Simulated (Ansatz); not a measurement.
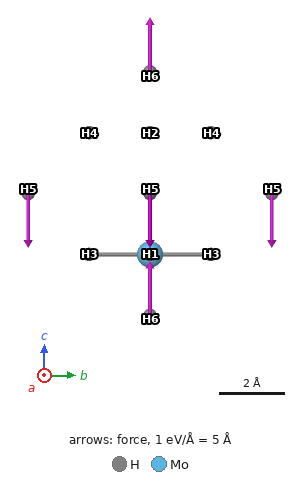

Starting geometry of crystalline MoH6 (a generated structure, set up in P4/mmm) (coarse preliminary run) with the computed forces as purple arrows. The picture is a ball-and-stick view of the atoms within 4.2 Å of the atom that moves most (axes of the cell of the calculation), seen along the a axis.

Method: DFT PBE, scalar-relativistic, plane waves, PAW (Ansatz). Settings: plane-wave cutoff 420 eV; k-point mesh 4 × 4 × 2; occupations gaussian; smearing width 0.1 eV; no spin polarisation; cell and atoms relaxed; force threshold 0.04 eV/Å; at most 70 steps.

What follows when this structure is relaxed?

It isn't relaxed: the largest force vector, on H atoms, is 0.34 eV/Å. Measured relative to the changing cell, the final displacements run against the starting forces (cosine between the two patterns −1.00). The largest moves relative to the cell, 0.65 Å, are those of H atoms. Mo stays in place. The drawn cell changes as follows: a = b 3.789 → 3.454 Å (−8.9 %), c 7.579 → 4.435 Å (−41.5 %); the volume changes by −51.4 %. Among the contacts that change: H–H 3.789 → 0.911 Å, H–Mo 1.895 → 1.727 Å, H–Mo 1.895 → 1.762 Å. The space group stays P4/mmm (No. 123). After 12 accepted moves (14 points after the start) the energy has fallen by 2.995 eV per cell of the calculation. Largest force component: 0.34 eV/Å at the start, 0.0024 eV/Å at the end. The pressure goes from −8.41 to −0.14 GPa. The line search rejected the trial step at point 10 of the run. At 1 point the geometry stayed and the basis and grid were re-selected for the new cell (energy shift of 12.3 meV per cell of the calculation at most each time).

Limits of the set-up: the k-point mesh is coarse for a cell with partly filled bands.
